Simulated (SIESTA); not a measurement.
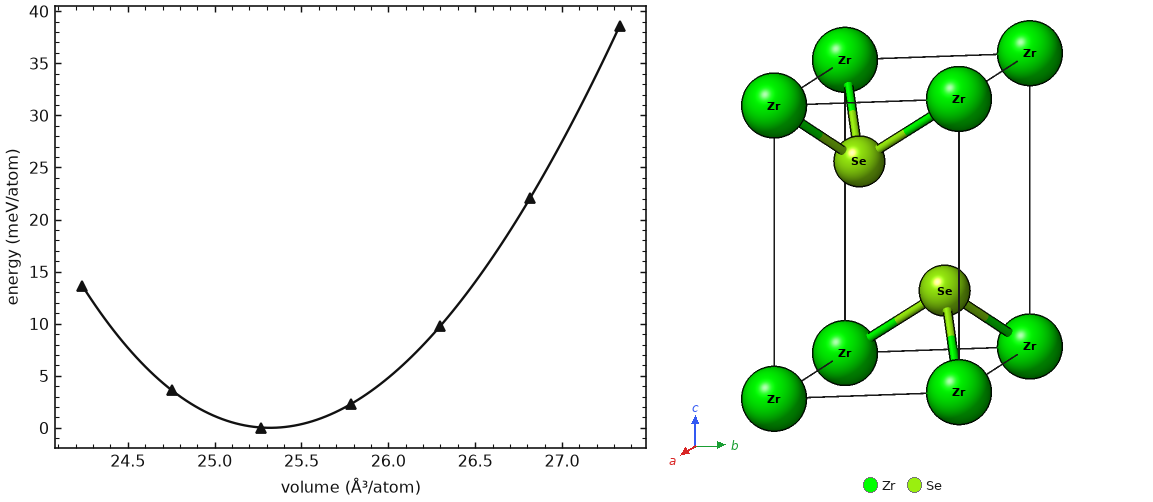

Plotted: energy against volume for ZrSe₂, space group P-3m1 (No. 164). The conventional cell is drawn beside the plot.

The given structure:
```
CELL_PARAMETERS angstrom
3.79800 0.00000 0.00000
-1.89900 3.28916 0.00000
0.00000 0.00000 6.19200
ATOMIC_POSITIONS crystal
Zr 0.00000 0.00000 0.00000
Se 0.66667 0.33333 0.75000
Se 0.33333 0.66667 0.25000
```

Calculation (SIESTA 5.4.2): DFT in numerical atomic orbitals with pseudopotentials, no spin polarisation; energies at scaled volumes of the given cell, shape and fractions fixed, counted from the fit's minimum, third-order Birch-Murnaghan fit. Level: LDA.

```json
{"setting": "k mesh", "value": "8×8×5"}
{"setting": "occupations", "value": "Fermi–Dirac"}
{"setting": "smearing width", "value": "0.05 eV"}
{"setting": "potentials", "value": "PseudoDojo 0.4 standard, converted to PSML, two zetas on semicore shells"}
{"setting": "program settings", "value": "basis DZP, mesh cutoff 800 Ry"}
```

This calculation gives: equilibrium volume 25.32 Å³/atom and bulk modulus 88.0 GPa.

Now Zr is replaced by Sn on all its sites, which gives SnSe₂ in the same structure. Predict the effect.

The equilibrium volume rises from 25.32 to 26.84 Å³/atom (+6.0 %) and the bulk modulus falls from 88.0 to 66.0 GPa (−25 %).

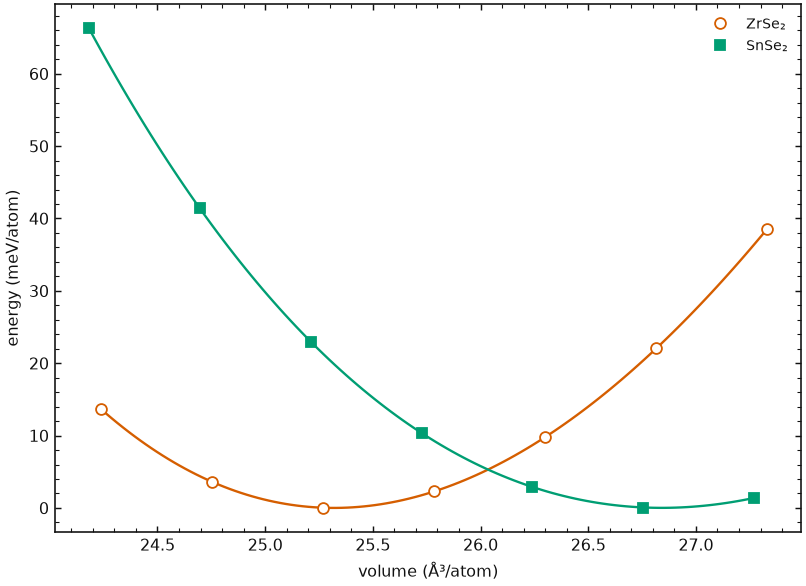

The two results together.

For both, limits of the calculation: mulliken charges of long orbitals; shape and atomic fractions are frozen while scaling, which makes layered, chain and framework solids too stiff.

V0 and the bulk modulus come from third-order Birch–Murnaghan fits.
